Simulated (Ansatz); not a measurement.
**Sensitivity of the G0W0 gap of Cs2InAgCl6 (Fm-3m)**

A base run on Cs2InAgCl6 (Fm-3m), then changed inputs.

Main program and level: Ansatz 0.2.0; G0W0 on LDA, plane waves, PAW.

In doubt: one-shot GW on d or f shells is unsure, so the values of those runs are not to be relied on.

### 1. The structure

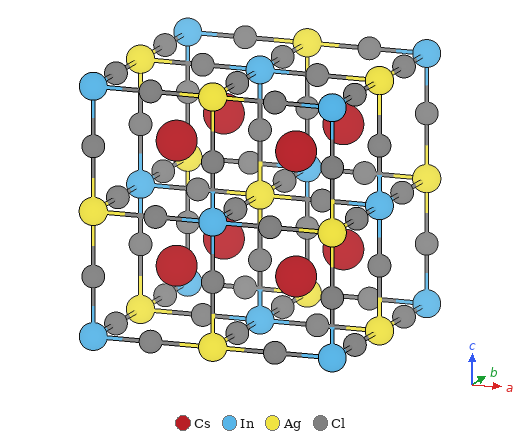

The cell as given, slightly off an axis (caesium red, indium blue, silver yellow, chlorine grey). This picture shows the conventional cell, with its axes. Some periodic images of atoms are drawn too.

Coordinates:

```cif
data_structure
_symmetry_space_group_name_H-M 'Fm-3m'
_symmetry_Int_Tables_number 225
_cell_length_a 10.4690
_cell_length_b 10.4690
_cell_length_c 10.4690
_cell_angle_alpha 90.000
_cell_angle_beta 90.000
_cell_angle_gamma 90.000
_cell_volume 1147.40
loop_
_atom_site_label
_atom_site_type_symbol
_atom_site_symmetry_multiplicity
_atom_site_Wyckoff_symbol
_atom_site_fract_x
_atom_site_fract_y
_atom_site_fract_z
_atom_site_occupancy
Cs1 Cs 8 c 0.25000 0.75000 0.75000 1
In1 In 4 a 0.00000 0.00000 0.00000 1
Ag1 Ag 4 b 0.50000 0.00000 0.00000 1
Cl1 Cl 24 e 0.23979 0.00000 0.00000 1
```

The cell and positions come from the Crystallography Open Database and are kept as given unless a step says otherwise. Spin-orbit coupling is left out unless a step names it. The default PAW set here is soft_2. Its files were made with PBE.

### 2. The base run: 2×2×2 mesh, 501 empty bands, screening to 84 eV

G0W0 replaces the xc potential by the self-energy, built once from these orbitals. Only a window of levels is corrected, while the sums run over the empty bands that the input names.

input.yaml

```yaml
crystal:
  lattice:
    - [0.0, 5.2345, 5.2345]
    - [5.2345, 0.0, 5.2345]
    - [5.2345, 5.2345, 0.0]
  atoms:
    - { symbol: Cs, position: [0.25, 0.25, 0.25] }
    - { symbol: Cs, position: [0.75, 0.75, 0.75] }
    - { symbol: In, position: [0.0, 0.0, 0.0] }
    - { symbol: Ag, position: [0.5, 0.5, 0.5] }
    - { symbol: Cl, position: [0.76021, 0.23979, 0.23979] }
    - { symbol: Cl, position: [0.23979, 0.76021, 0.23979] }
    - { symbol: Cl, position: [0.23979, 0.76021, 0.76021] }
    - { symbol: Cl, position: [0.76021, 0.23979, 0.76021] }
    - { symbol: Cl, position: [0.23979, 0.23979, 0.76021] }
    - { symbol: Cl, position: [0.76021, 0.76021, 0.23979] }
kpoints:
  mp_grid: { grid: [2, 2, 2] }
hamiltonian:
  xc: lda
scf:
  occupations: { method: fixed }
gw:
  n_empty_bands: 501
  ecut_chi: 84
  qp_bands: [v3, c3]
  qp_kpoints: band_edges
  screening: { model: contour_deformation }
```

Launch:

```sh
$ ansatz run input.yaml --threads 3 --pin off --max-ram 92160MiB --backend cuda --events-out ev --progress --plain --runs-dir out --devices 1 --max-vram 13GiB  # rebuilt from the run's record
```

Numbers of over 12 decimals in the logs are rounded to 6 here.

What it wrote:

```text
GPUs: using 1 of 1 available (devices: 1).
Engine: ansatz 0.2.0, x86_64-unknown-linux-gnu
Pseudopotentials: kind: paw
Pseudopotential: Cs, paw, valence charge 9, recommended cutoff 420 eV (normal), Cs.paw.azcp
Pseudopotential: In, paw, valence charge 13, recommended cutoff 420 eV (normal), In.paw.azcp
Pseudopotential: Ag, paw, valence charge 19, recommended cutoff 420 eV (normal), Ag.paw.azcp
Pseudopotential: Cl, paw, valence charge 7, recommended cutoff 420 eV (normal), Cl.paw.azcp
Functional definition: SPW92
  exchange = slater_x
  correlation = pw_c
device memory: the entry about to start is reckoned to put 4.2 GiB on a device that reports 43.7 GiB free (of which the cap on the GPU budget leaves the run 13.0 GiB)
GPU FFT provider: cuFFT
GPU libraries: cuBLAS 13.8.2, cuFFT 12.4.0, cuSOLVER 12.3.4
Crystal: 10 atoms, lattice volume = 286.850 Å³
Basis set: ecut = 420 eV, 5601 PW (Γ)
Bands: 56, of which v1, the nominal top of the filled ones, is band 46 counted from 1 (45 counted from 0)
Symmetry: 48 space group operations
Space group: Fm-3m (ITA 225), of the structure as read, at distance tolerance 6.6e-5 Å
k-points: 3 of 8
Non-local potential: Cs, projectors of the file, l = 0: 3, l = 1: 2, l = 2: 2, l = 3: 2
Non-local potential: In, projectors of the file, l = 0: 2, l = 1: 2, l = 2: 2, l = 3: 2
Non-local potential: Ag, projectors of the file, l = 0: 3, l = 1: 2, l = 2: 2, l = 3: 1
Non-local potential: Cl, projectors of the file, l = 0: 2, l = 1: 2, l = 2: 2
PAW form: soft (Blöchl's): semilocal exchange-correlation on the pseudo side does not see the compensation charge
PAW frozen core: Cs, regenerated for the run's functional, and the local potential with it (the file was generated under x = pbe(κ = 0.804, μ = 0.219515), c = pbe(β = 0.066725))
PAW frozen core: In, regenerated for the run's functional, and the local potential with it (the file was generated under x = pbe(κ = 0.804, μ = 0.219515), c = pbe(β = 0.066725))
PAW frozen core: Ag, regenerated for the run's functional, and the local potential with it (the file was generated under x = pbe(κ = 0.804, μ = 0.219515), c = pbe(β = 0.066725))
PAW frozen core: Cl, regenerated for the run's functional, and the local potential with it (the file was generated under x = pbe(κ = 0.804, μ = 0.219515), c = pbe(β = 0.066725))
PAW one-centre angular grid: Cs, 194 points (default); XC on 64 Gauss nodes
PAW one-centre angular grid: In, 590 points (default); XC on 64 Gauss nodes
PAW one-centre angular grid: Ag, 590 points (default); XC on 64 Gauss nodes
PAW one-centre angular grid: Cl, 110 points (default); XC on 64 Gauss nodes
Initial density: superposition of atomic densities (neutral atoms: chi_scale 0, normalization atom), corrected by the library's trained network
[...]
NSCF: frozen V_eff on 3 k-points
G₀W₀ screening: q 1/3
[... further progress lines ...]
device memory: the entry about to start is reckoned to put 1.3 GiB on a device that reports 40.5 GiB free (of which the cap on the GPU budget leaves the run 13.0 GiB)
NSCF: frozen V_eff on 1 k-points
device memory: the entry about to start is reckoned to put 1.3 GiB on a device that reports 40.5 GiB free (of which the cap on the GPU budget leaves the run 13.0 GiB)
NSCF: frozen V_eff on 1 k-points
SCF converged after 8 iterations
Free energy (F): -30203.185192 eV
Harris-Foulkes:  -30203.185192 eV  (|F-HF|=8.62e-10)
Internal energy: -30203.185192 eV  (E = F + TS)
E sigma→0 (E₀):  -30203.185192 eV
Fermi energy:    3.881655 eV
--- Per-component energies (eV) ---
  E_band       = -694.908528
  E_kinetic    = 2023.401503
  E_local      = -7609.461684  (includes V_loc(G=0)·N_el)
  E_nonlocal   = 710.133141
  E_hartree    = 3128.816065
  E_xc         = -1374.261770
  E_vxc        = -1312.758952  (∫ρ·V_xc dr)
  E_paw        = -21350.761251  (= ΣΔE_a)
  E_vpaw       = -763.855374  (= ΣTr[D̂ρ^β])
  E_aug_tail   = 0.000893  (compensation charges beyond the density's cutoff)
  E_ewald      = -5733.745495
  E_core_change = 2.693407  (= ΣΔE_core)
  E_smearing   = -0.000000  (= −TS)
  E_closure    = -0.000000  (closes the sum)
  Σ components = -30203.185192   (vs F -30203.185192, Δ=0.00e0)
--- Band table (eV) ---
  k-point 0: bands = [... 42 lower, 2.9985, 2.9985, 3.8817, 3.8817, 4.7634, 8.7429, 8.8880, 8.8880, ... 6 higher]
  k-point 1: bands = [... 42 lower, 2.7888, 2.7888, 3.3152, 3.3152, 6.6723, 7.4939, 9.9815, 10.2059, ... 6 higher]
  k-point 2: bands = [... 42 lower, 2.9269, 2.9269, 2.9809, 3.8780, 7.3409, 9.3126, 10.1160, 10.1308, ... 6 higher]
--- G₀W₀: contour deformation, 7 samples at zero and on the imaginary axis and 2 off it, 8 q-points, 501 empty bands' worth ---
  eigenvalues of the whole cell's RPA ε∞ on this k-mesh (on a slab, of 1 + 4πα/V) = 4.3004, 4.3004, 4.3004; static W/v taken at q = 0 is 0.232538
  gw.qp_kpoints: band_edges: 3 of 3 stored k-points solved, in 1 pass; an edge of the gap read off the rows below is read off those points alone
    ik  band        ε_KS         Σx   Σc(E_QP)       V_xc       Z   E_QP_lin       E_QP  E_QP is
     0    44      2.9985   -21.2619     3.3142   -16.9818  0.7487     2.0063     2.0326  root
     0    45      3.8817   -28.4710     3.6837   -24.1628  0.7477     3.2468     3.2572  root
     0    46      3.8817   -28.4710     3.6837   -24.1628  0.7477     3.2468     3.2572  root
     0    47      4.7634   -10.0366    -3.7294   -14.8159  0.7934     5.8353     5.8132  root
     0    48      8.7429    -4.7188    -3.7822    -9.4271  0.8197     9.6885     9.6690  root
     0    49      8.8880    -6.1850    -3.9649   -11.1289  0.8043     9.8912     9.8669  root
     1    44      2.7888   -21.1377     3.2301   -16.9855  0.7484     1.8420     1.8668  root
     1    45      3.3152   -27.8048     3.9390   -23.1501  0.7396     2.5838     2.5996  root
[...]
2    46      3.8780   -28.4642     3.6729   -24.1714  0.7479     3.2478     3.2580  root
     2    47      7.3409   -13.6975    -3.5255   -18.3301  0.7698     8.4533     8.4480  root
     2    48      9.3126   -10.9479    -4.7312   -16.8495  0.7628    10.5466    10.4831  root
     2    49     10.1160    -5.5394    -3.8112   -10.3511  0.8115    11.1397    11.1165  root
```

The job ended after 8.2 s (1 × NVIDIA H100 80GB HBM3 (shared by 6 runs) with 3 threads of AMD EPYC 7R13 (Zen 3), shared host; peak memory 1.5 GiB; 11 s of CPU time).

In the SCF lines HF is the Harris–Foulkes energy and dr2 the Hartree energy of the density residual, in eV; the loop may stop once dr2 is under the threshold and the program's other checks hold. Hψ counts applications of the Hamiltonian.

Numbers from this step:

```yaml
bands_summed: 547
rpa_eps_infinity_on_this_mesh_eigenvalues: 4.300, 4.300, 4.300
plane_waves_in_the_screening_matrix: 531
q_points_in_the_mesh: 8
g0w0_gap_on_the_mesh: 2.555 eV
k_of_the_valence_top: 0, -0.5, -0.5
k_of_the_conduction_bottom: 0, 0, 0
starting_gap_on_the_mesh: 0.8817 eV
z_at_the_valence_top: 0.7479
z_at_the_conduction_bottom: 0.7934
least_direct_g0w0_gap_on_the_computed_points: 2.556 eV
```

The gap on the mesh goes from 0.88 eV to 2.56 eV, a correction of +1.67 eV. Between the two edge states, bare exchange in place of the xc potential would open the gap by 9.07 eV, and correlation takes back 7.40 eV.

### 3. Variant: larger pair-density box

Changes to input.yaml since step 2:

```diff
@@ -23,4 +23,4 @@
 gw:
-  n_empty_bands: 501
-  ecut_chi: 84
+  n_empty_bands: 651
+  ecut_chi: 100
   qp_bands: [v3, c3]
@@ -28 +28,2 @@
   screening: { model: contour_deformation }
+  ecutfock_ratio: 2
```

What it wrote:

```text
GPUs: using 1 of 1 available (devices: 1).
[...]
GPU FFT provider: cuFFT
GPU libraries: cuBLAS 13.8.2, cuFFT 12.4.0, cuSOLVER 12.3.4
Crystal: 10 atoms, lattice volume = 286.850 Å³
Basis set: ecut = 420 eV, 5601 PW (Γ)
Bands: 56, of which v1, the nominal top of the filled ones, is band 46 counted from 1 (45 counted from 0)
Symmetry: 48 space group operations
[...]
k-points: 3 of 8
[...]
GPU buffer pool allocated for 125000 grid points (all kernels)
[...]
SCF iter   1: F=—  HF=-30203.227773 eV  |F-HF|=—  |Δ(HF+E_count)|=         —  Δρ=6.97e-3  dr2=1.31e-1  ethr=1.77e-3  ⟨swp⟩=5.0  Hψ=565  notcnv=0  defer=17
[...]
SCF iter   8: F=-30203.185192 eV  HF=-30203.185192 eV  |F-HF|=8.62e-10  |Δ(HF+E_count)|=   1.03e-8  Δρ=1.23e-6  dr2=5.84e-9  ethr=1.09e-10  ⟨swp⟩=16.7  Hψ=760  notcnv=0
SCF 1 converged in 8 iterations: F = -30203.185192 eV  dr2 = 5.84e-9
[...]
NSCF: frozen V_eff on 3 k-points
[...]
G₀W₀ screening: q 1/3
[... further progress lines ...]
[...]
SCF converged after 8 iterations
Free energy (F): -30203.185192 eV
[...]
Internal energy: -30203.185192 eV  (E = F + TS)
E sigma→0 (E₀):  -30203.185192 eV
Fermi energy:    3.881655 eV
[...]
--- Band table (eV) ---
  k-point 0: bands = [... 42 lower, 2.9985, 2.9985, 3.8817, 3.8817, 4.7634, 8.7429, 8.8880, 8.8880, ... 6 higher]
  k-point 1: bands = [... 42 lower, 2.7888, 2.7888, 3.3152, 3.3152, 6.6723, 7.4939, 9.9815, 10.2059, ... 6 higher]
  k-point 2: bands = [... 42 lower, 2.9269, 2.9269, 2.9809, 3.8780, 7.3409, 9.3126, 10.1160, 10.1308, ... 6 higher]
[...]
0    44      2.9985   -21.2619     3.2352   -16.9818  0.7475     1.9224     1.9536  root
     0    45      3.8817   -28.4710     3.6079   -24.1628  0.7462     3.1678     3.1814  root
     0    46      3.8817   -28.4710     3.6079   -24.1628  0.7462     3.1678     3.1814  root
     0    47      4.7634   -10.0366    -3.7934   -14.8159  0.7927     5.7683     5.7493  root
     0    48      8.7429    -4.7188    -3.8101    -9.4271  0.8194     9.6604     9.6411  root
     0    49      8.8880    -6.1850    -4.0104   -11.1289  0.8040     9.8435     9.8214  root
     1    44      2.7888   -21.1377     3.1525   -16.9855  0.7471     1.7602     1.7892  root
     1    45      3.3152   -27.8048     3.8679   -23.1501  0.7383     2.5083     2.5283  root
[...]
2    46      3.8780   -28.4642     3.5966   -24.1714  0.7464     3.1685     3.1817  root
     2    47      7.3409   -13.6975    -3.6058   -18.3301  0.7668     8.3649     8.3678  root
     2    48      9.3126   -10.9479    -4.8094   -16.8495  0.7625    10.4604    10.4049  root
     2    49     10.1160    -5.5394    -3.8489   -10.3511  0.8111    11.0999    11.0787  root
```

Run time: 20 s. Hardware: 1 × NVIDIA H100 80GB HBM3 (shared by 6 runs) with 3 threads; peak memory 1.6 GiB.

The G0W0 gap on the mesh is 2.568 eV.

Against the base:

```tsv
setting	base	variant
empty bands	501	651
screening cutoff (eV)	84	100
ecutfock ratio	-	2
```

```tsv
quantity	variant	base
starting gap on the mesh	0.882	0.882
G0W0 gap on the mesh	2.568	2.555
least direct G0W0 gap on the computed points	2.568	2.556
Z at the valence top	0.746	0.748
Z at the conduction bottom	0.793	0.793
```

### 4. What came out

| Property | Result |
| --- | --- |
| base | 2.56 eV, 8.2 s |
| larger pair-density box | 2.57 eV, 20 s |

Larger pair-density box: the gap moves by +0.01 eV and the time by a factor of 2.4. The variant differs from the base in empty bands, screening cutoff and ecutfock ratio together, so the change can't be laid to one of them. All runs here use a coarse mesh and modest cutoffs; they test settings and are not final values. The 2×2×2 mesh is coarse for this cell (its supercell is 15 Å along the shortest edge). The RPA ε∞ on it, from the LDA start, is 4.30; such meshes misread the long-range screening, most where the gap is narrow. A d shell, filled or nearly so, lies near the gap. One-shot GW converges very slowly in bands there, not always from below, and on a semilocal start the gap tends to come out low; starts rich in exact exchange can overshoot instead. The many-body steps are scalar-relativistic: spin-orbit coupling is not in them.

[Paths, hosts, dates, memory and timing lines, banners, echoed tables and standing remarks are left out of the program output.]

[Logs are printed without paths, hosts, clocks, repeated set-up lines and the standing remarks that a program may print on its own settings, such as how far it seeks lower states.]

[Runs of the session that timed out or met a known fault of the program may be left out.]

[Cells called generated may have been cut or substituted from an entry of the Crystallography Open Database or the Materials Project.]

[Hosts, paths, dates, database ids (printed as entryN), source tags and the programs' standing remarks are cut or masked in the printed files.]
